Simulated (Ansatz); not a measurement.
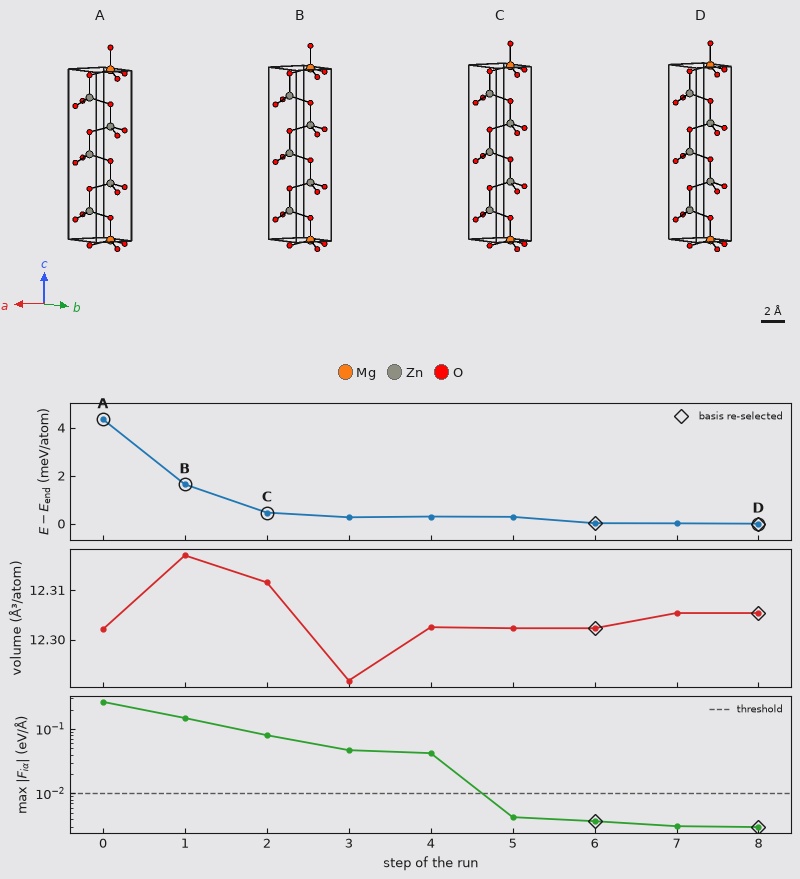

Frames of a relaxation of a crystal of MgZn5O6 (set up in P3m1), marked on the history of the run. A ball-and-stick model of the cell of the calculation, seen from a free direction.

Case: superlattice of 1 and 5 planes along [0 0 1].

The calculation used DFT PBE, scalar-relativistic, plane waves, PAW (Ansatz 0.2.0). Set-up: plane-wave cutoff 420 eV; k-point mesh 12 × 12 × 2; occupations gaussian; smearing width 0.02 eV; no spin polarisation; cell and atoms relaxed; force threshold 0.01 eV/Å; at most 45 steps.

**What happens along the run?**

The largest move relative to the cell is that of an O atom, 0.062 Å along −c. By element the largest moves are O 0.062 Å, Zn 0.053 Å, Mg 0.003 Å. The drawn cell changes at constant volume: a = b 3.326 → 3.285 Å (−1.2 %), c 15.406 → 15.798 Å (+2.5 %). Near-neighbour distances that change, for instance: Mg–O 1.999 → 1.984 Å, Mg–O 2.014 → 2.001 Å, O–Zn 2.014 → 2.002 Å. Bond angles that change, for instance: O–Zn–O 106.1° → 108.9°, Mg–O–Zn 106.1° → 108.9°, O–Zn–O 112.6° → 110.0°. The space group stays P3m1 (No. 156). After 6 accepted moves (8 points after the start) the energy has fallen by 4.4 meV per atom. The largest force component goes from 0.26 to 0.003 eV/Å. Pressure: −0.20 GPa at the start and 0.00 GPa at the end. At 2 points the geometry stayed and the basis and grid were re-selected for the new cell (energy shift of 0.3 meV per atom at most each time). From step 0 to 1: an O atom moves most (0.03 Å), volume +0.1 %, energy −2.7 meV per atom. From step 1 to 2: an O atom moves most (0.03 Å), energy −1.2 meV per atom. From step 2 to 8: energy −0.5 meV per atom.

```
step  E − E(0), meV/atom  largest force component, eV/Å  pressure, GPa  volume, Å³/atom                      note
   0                0.00                         0.2634          -0.20           12.302                          
   1               -2.71                         0.1478          -0.26           12.317                          
   2               -3.89                         0.0800          -0.12           12.312                          
   3               -4.08                         0.0468           0.10           12.292                          
   4               -4.05                         0.0421          -0.01           12.302                          
   5               -4.07                         0.0043          -0.01           12.302                          
   6               -4.33                         0.0037           0.02           12.302  same geometry, new basis
   7               -4.34                         0.0031           0.00           12.305                          
   8               -4.35                         0.0030           0.00           12.305  same geometry, new basis
```
